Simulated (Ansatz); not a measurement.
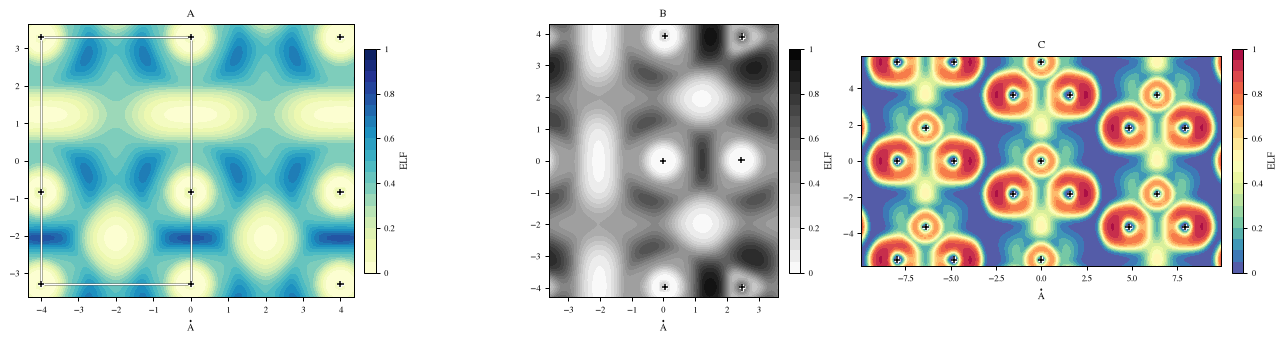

The electron localisation function of 3 systems, each on a plane through atoms (crosses mark nuclei in the plane).

Level of theory: DFT PBEsol, scalar-relativistic, plane waves, PAW (Ansatz 0.2.0).

System 1: Ge, the (100) plane of the conventional cell. Space group P6₃/mmc; a structure from a database of computed crystals, not necessarily the ambient phase.

```
Ge
1.0
     3.99864    0.00000    0.00000
    -1.99932    3.46292    0.00000
     0.00000    0.00000    6.59206
Ge
4
Direct
  0.66667 0.33333 0.06278
  0.33333 0.66667 0.56278
  0.66667 0.33333 0.43722
  0.33333 0.66667 0.93722
```

System 2: SiGe$_{3}$, the (011) plane of the conventional cell. Space group P2₁/m; a structure from a database of computed crystals, not necessarily the ambient phase.

```xyz
8
Lattice="-0.0012 0.0007 6.5204 -1.9736 -3.4183 0.0000 5.9243 -3.4204 -0.0015" Properties=species:S:1:pos:R:3 pbc="T T T"
Ge    4.9261   -3.9836    0.4013
Ge    0.9992   -3.9952    0.4492
Si    2.9341   -2.8335    3.6498
Ge   -0.9576   -2.8655    3.6599
Ge    4.9071   -3.9725    2.8590
Si    1.0154   -4.0046    2.8690
Ge    2.9503   -2.8428    6.0697
Ge   -0.9767   -2.8545    6.1175
```

System 3: WS$_{2}$, the (110) plane of the conventional cell. Space group R3m; a structure from a database of computed crystals, not necessarily the ambient phase.

```yaml
crystal:
  lattice:
    - [3.14728, 0.00000, 0.00000]
    - [-1.57364, 2.72562, 0.00000]
    - [0.00000, 0.00000, 19.15495]
  atoms:
    - { symbol: W, position: [0.66667, 0.33333, 0.33266] }
    - { symbol: W, position: [0.33333, 0.66667, 0.66599] }
    - { symbol: W, position: [0.00000, 0.00000, 0.99933] }
    - { symbol: S, position: [0.33333, 0.66667, 0.25085] }
    - { symbol: S, position: [0.66667, 0.33333, 0.08112] }
    - { symbol: S, position: [0.00000, 0.00000, 0.58419] }
    - { symbol: S, position: [0.33333, 0.66667, 0.41445] }
    - { symbol: S, position: [0.66667, 0.33333, 0.91752] }
    - { symbol: S, position: [0.00000, 0.00000, 0.74778] }
```

Match each panel to its system.

Panel A is system 1, Ge: the plane holds Ge. Ge–Ge (2.47 Å): the ELF peaks at about 0.75 between the atoms. Panel B is system 2, SiGe$_{3}$: the plane holds Ge and Si. Si–Ge (2.42 Å): the ELF peaks at about 0.90 between the atoms (a covalent bond). Panel C is system 3, WS$_{2}$: the plane holds W and S. W–S (2.40 Å): the ELF peaks at about 0.85 in the valence shell of S, 0.8 Å from its nucleus, and is about 0.50 at the midpoint.
